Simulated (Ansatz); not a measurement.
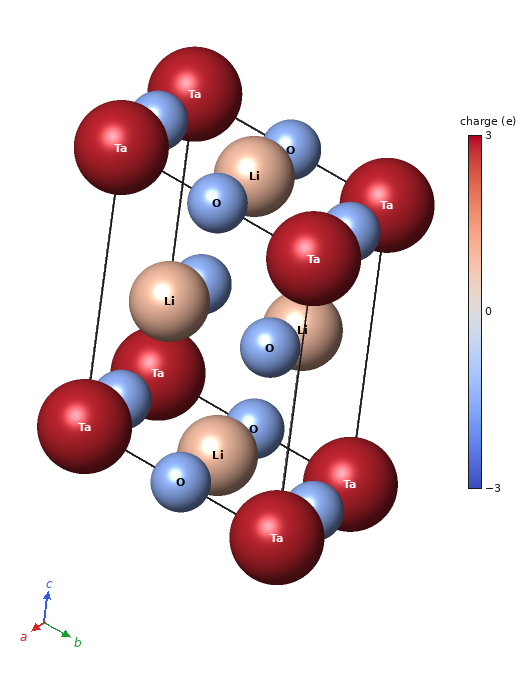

Spheres-only representation of a periodic structure, projected slightly off an axis. One cell (the run's own, in a reduced setting) is framed, with atoms on its boundary repeated. The atoms of this Li3TaO4 cell are coloured by their Bader charge.

The calculation used Ansatz 0.2.0, DFT PBEsol, scalar-relativistic, plane waves, PAW, with an energy cutoff of 420 eV, k-points about 0.22 Å⁻¹ apart, Gaussian smearing of 0.02 eV, no spin polarisation.

Interpret the colouring.

Most positive: Ta; most negative: O. Charges: about Li +0.9 e; Ta +2.8 e; O -1.4 e. The transfer is large, as in an ionic solid.

The starting point was a structure listed in the Materials Project. Earlier steps of the study may have refined or changed the cell and positions. It was run through Ansatz as a DFT input.
